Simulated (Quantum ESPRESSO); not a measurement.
# A series of single points on Hf

System: Hf (P6₃/mmc, 2 atoms in the cell).
Method: Kohn-Sham DFT of a periodic cell, r2SCAN, SG15 PBE 1.2, no spin polarisation (Quantum ESPRESSO 7.5).

The 7 runs differ only in the geometry, by an even scaling of the cell at fixed fractional positions. The structure derives from an entry of the Crystallography Open Database.

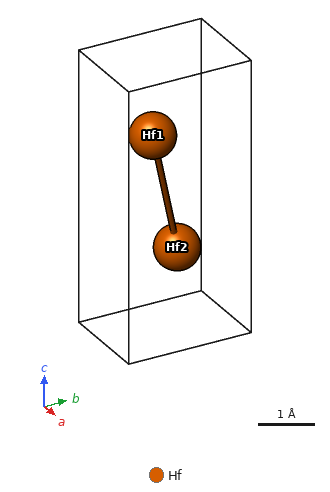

Figure 1. The structure of run 4 (ball-and-stick view of the cell of the calculation, seen slightly off an axis; atoms are numbered from 1 in the order of the input).

### Input of run 4
```
&CONTROL
  calculation = 'scf'
  prefix = 'pwscf'
  outdir = './tmp'
  pseudo_dir = './pseudo'
  tstress = .true.
  disk_io = 'nowf'
/
&SYSTEM
  ibrav = 0
  nat = 2
  ntyp = 1
  ecutwfc = 65
  nbnd = 36
  input_dft = 'r2scan'
  occupations = 'smearing'
  smearing = 'fd'
  degauss = 0.00367493
  nosym = .true.
  nr1 = 36
  nr2 = 36
  nr3 = 60
/
&ELECTRONS
  conv_thr = 1d-08
  electron_maxstep = 120
  mixing_beta = 0.5
/
ATOMIC_SPECIES
Hf   178.4900 Hf_ONCV_PBE-1.2.upf
CELL_PARAMETERS angstrom
   3.1967000000    0.0000000000    0.0000000000
  -1.5983500000    2.7684234083    0.0000000000
   0.0000000000    0.0000000000    5.0578000000
ATOMIC_POSITIONS crystal
Hf     0.6666666667    0.3333333333    0.7500000000
Hf     0.3333333333    0.6666666667    0.2500000000
K_POINTS automatic
6 6 3 0 0 0
```

Command:
```bash
OMP_NUM_THREADS=1 mpirun -n 4 pw.x -nk 2 -in pw.in > pw.out
```

Lattice vectors (Å) and fractional positions of run 4:
```
   3.196700    0.000000    0.000000
  -1.598350    2.768423    0.000000
   0.000000    0.000000    5.057800
Hf  0.666667  0.333333  0.750000
Hf  0.333333  0.666667  0.250000
```

Run 2 differs from it as follows:
```diff
-   3.1967000000    0.0000000000    0.0000000000
-  -1.5983500000    2.7684234083    0.0000000000
-   0.0000000000    0.0000000000    5.0578000000
+   3.1534960552    0.0000000000    0.0000000000
+  -1.5767480276    2.7310076946    0.0000000000
+   0.0000000000    0.0000000000    4.9894429718
```

### Results, with one run withheld

```csv
run,volume per atom (Å³),"free energy per atom, from the lowest run given (meV)",pressure (GPa)
1,21.037,0.00,0.89
2,21.485,?,?
3,21.933,8.16,−3.85
4,22.380,21.58,−5.90
5,22.828,40.55,−7.78
6,23.276,64.52,−9.50
7,23.723,93.06,−11.05
```

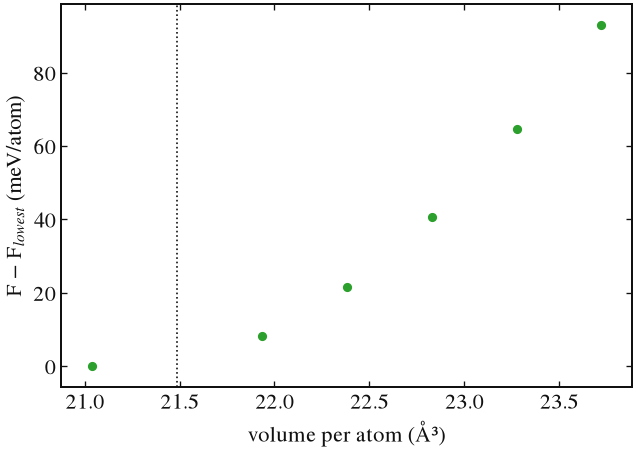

Figure 2. Free energy per atom of the runs given; the dotted line marks run 2.

Estimate the energy of run 2 from the others.

A cubic polynomial in V^(−2/3) (the Birch–Murnaghan form), fitted to the 6 runs given, misses them by at most 0.01 meV per atom. With x = V^(−2/3) − 0.12547 Å⁻², it reads F = 26.153 − 10656 x + 1.0764e+06 x² − 2.4866e+06 x³ (meV per atom). At run 2 it gives 0.77 meV per atom, and the run itself gives 0.75. The slope of the fit gives a pressure −dF/dV of −1.50 GPa there, and the run prints −1.58 GPa. The two needn't agree exactly: the fit is approximate, and the printed stress is taken on a finite basis. The fit has its minimum at 21.210 Å³ per atom, where V d²F/dV² gives 119 GPa. Cell shape and fractional positions are held, so this is the stiffness under even scaling; the relaxed bulk modulus wasn't computed.

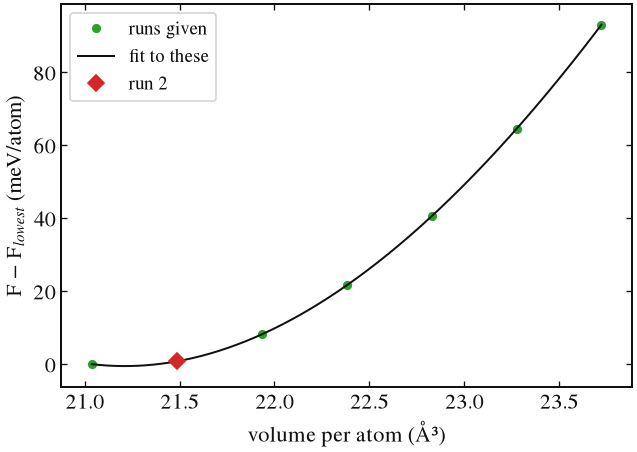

Figure 3. The fit and the withheld run.

### Some lines of the output (run 2)
```
[...]
     total energy              =    -892.36857526 Ry
     total energy              =    -892.37002082 Ry
     total energy              =    -892.37015235 Ry
     total energy              =    -892.37018814 Ry
     total energy              =    -892.37026747 Ry
     total energy              =    -892.37028087 Ry
     total energy              =    -892.37028124 Ry
     total energy              =    -892.37028140 Ry
     total energy              =    -892.37028142 Ry
     the Fermi energy is    24.7797 ev
!    total energy              =    -892.37028142 Ry
     The total energy is F=E-TS. E is the sum of the following terms:
     Computing stress (Cartesian axis) and pressure
          total   stress  (Ry/bohr**3)                   (kbar)     P=      -15.84
```

Notes: Further notes kept with the run: potentials made for another functional. Points of doubt noted for this run: coarse mesh; potentials made for another functional. Spin–orbit coupling is left out, which matters for Hf.
